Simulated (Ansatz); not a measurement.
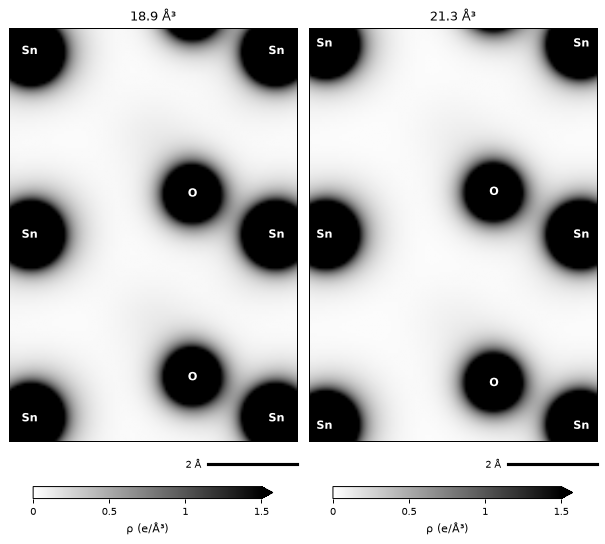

SnO. The valence pseudo-density of cells scaled evenly to different volumes (given per atom above each panel), on the (100) plane of each (indices in the axes of the cell below), at one length scale and on one colour scale.

A structure from a database of computed crystals, not necessarily the ambient phase.

Level of theory: Ansatz 0.2.0, Kohn-Sham DFT of a periodic cell, LDA, Ansatz PAW.

The density is the valence pseudo-density of a PAW calculation; it isn't the true density close to the nuclei.

The largest cell:

```cif
data_structure
_symmetry_space_group_name_H-M 'P 1'
_symmetry_Int_Tables_number 1
_cell_length_a 3.4208
_cell_length_b 5.7854
_cell_length_c 4.3048
_cell_angle_alpha 90.000
_cell_angle_beta 90.000
_cell_angle_gamma 90.000
_cell_volume 85.19
loop_
_atom_site_label
_atom_site_type_symbol
_atom_site_fract_x
_atom_site_fract_y
_atom_site_fract_z
_atom_site_occupancy
Sn1 Sn 0.50000 0.76809 0.01314 1
Sn2 Sn 0.00000 0.23191 0.51314 1
O1 O 0.50000 0.10875 0.23686 1
O2 O 0.00000 0.89125 0.73686 1
```

| volume (Å³/atom) | Sn–O contact in the plane (Å) | ρ at its midpoint (e/Å³) | pressure (GPa) | gap on the mesh (eV) | 
| --- | --- | --- | --- | --- |
| 18.89 | 2.107 | 0.607 | −0.8 | 1.39 | 
| 20.49 | 2.166 | ? | ? | ? | 
| 21.30 | 2.194 | 0.513 | −8.8 | 1.54 | 

Q: Estimate the missing row, and compare with the calculation.

A: Over the known rows ln ρ falls by 1.93 per Å of Sn–O distance (the line through the two), which gives 0.542 e/Å³ at 2.166 Å; the calculation gives 0.541 e/Å³. For the pressure, a straight line in volume between the neighbouring rows gives −6.1 GPa; the calculation gives −6.7, lower because pressure rises ever faster on compression. For the gap on the mesh, a straight line in volume between the neighbouring rows gives 1.49 eV; the calculation gives 1.49.
